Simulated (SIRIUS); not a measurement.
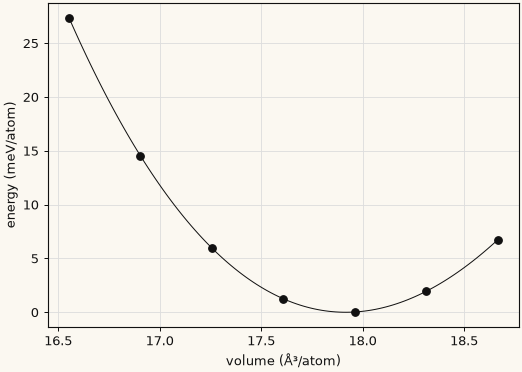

Plotted: energy against volume for MgS, space group Fm-3m (No. 225).

Structure:
```cif
data_structure
_symmetry_space_group_name_H-M 'P 1'
_symmetry_Int_Tables_number 1
_cell_length_a 3.6793
_cell_length_b 3.6793
_cell_length_c 3.6793
_cell_angle_alpha 60.000
_cell_angle_beta 60.000
_cell_angle_gamma 60.000
_cell_volume 35.22
loop_
_atom_site_label
_atom_site_type_symbol
_atom_site_fract_x
_atom_site_fract_y
_atom_site_fract_z
_atom_site_occupancy
S1 S 0.50000 0.50000 0.50000 1
Mg1 Mg 0.00000 0.00000 0.00000 1
```

Calculation (SIRIUS 7.12.0): plane-wave DFT, no spin polarisation; energies at scaled volumes of the given cell, shape and fractions fixed, counted from the fit's minimum, third-order Birch-Murnaghan fit. Level: PBE.

| setting | value |
| --- | --- |
| k mesh | 5×5×5 |
| occupations | Fermi–Dirac |
| smearing width | 0.05 eV |
| potentials | dojo sr pbe 0.4.1 standard |
| wave cutoff | 1152 eV |
| density cutoff | 4606 eV |

This calculation gives: equilibrium volume 17.92 Å³/atom and bulk modulus 73.9 GPa.

Now the level changes from PBE to RPBE. What happens?

The equilibrium volume rises from 17.92 to 18.39 Å³/atom (+2.6 %) and the bulk modulus falls from 73.9 to 69.6 GPa (−5.8 %).

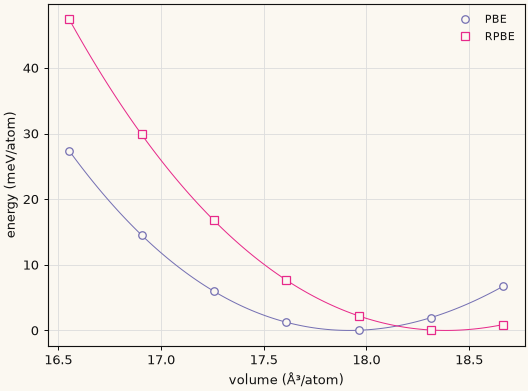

The two results together.

V0 and the bulk modulus come from third-order Birch–Murnaghan fits.
